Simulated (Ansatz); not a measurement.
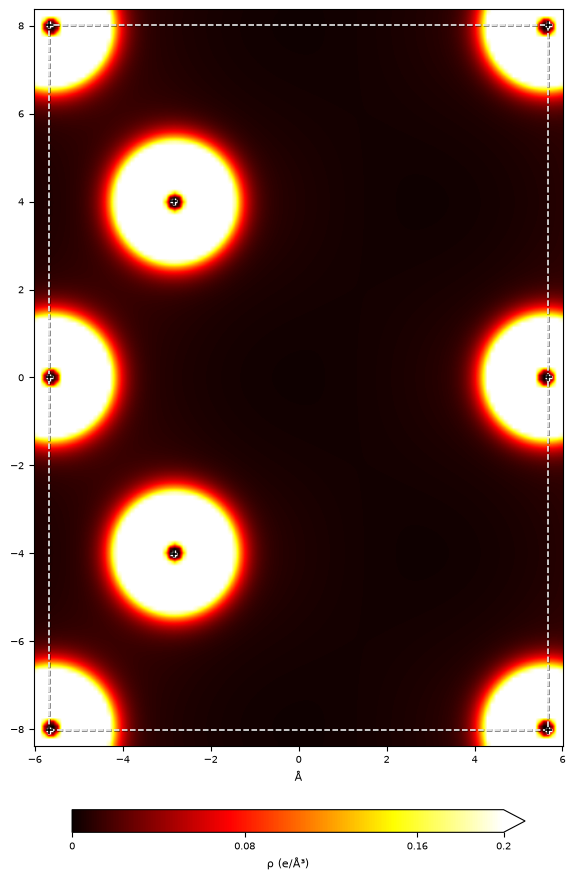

The valence electron density on a plane through atoms (crosses mark nuclei in the plane).

All numbers below come from DFT, r2SCAN, plane waves (500 eV) with PAW, scalar-relativistic in Ansatz 0.2.0.

Candidates:
A. Cs, a = 11.35 Å, b = 11.35 Å, c = 11.35 Å, α = 90.00°, β = 90.00°, γ = 90.00°. Space group Fd-3m; set up as Cs, diamond; a generated structure, not necessarily the stable one.
B. Si, a = 4.55 Å, b = 4.55 Å, c = 2.61 Å, α = 90.00°, β = 90.00°, γ = 120.00°. Space group P6/mmm; set up as Si, omega (AlB2-type); a generated structure, not necessarily the stable one; changed on purpose from its base cell (volume × 1.08); computed pressure about −6 GPa in this cell.
C. Cd, a = 4.43 Å, b = 4.43 Å, c = 4.43 Å, α = 90.00°, β = 90.00°, γ = 90.00°. Space group Fm-3m; set up as Cd, fcc; a generated structure, not necessarily the stable one; changed on purpose from its base cell (volume × 1.0).

Which candidate gave the map?

Candidate A: Cs on the (011) plane of the conventional cell, which holds Cs. Cs–Cs (4.91 Å): ρ is about 0.01 e/Å³ halfway.
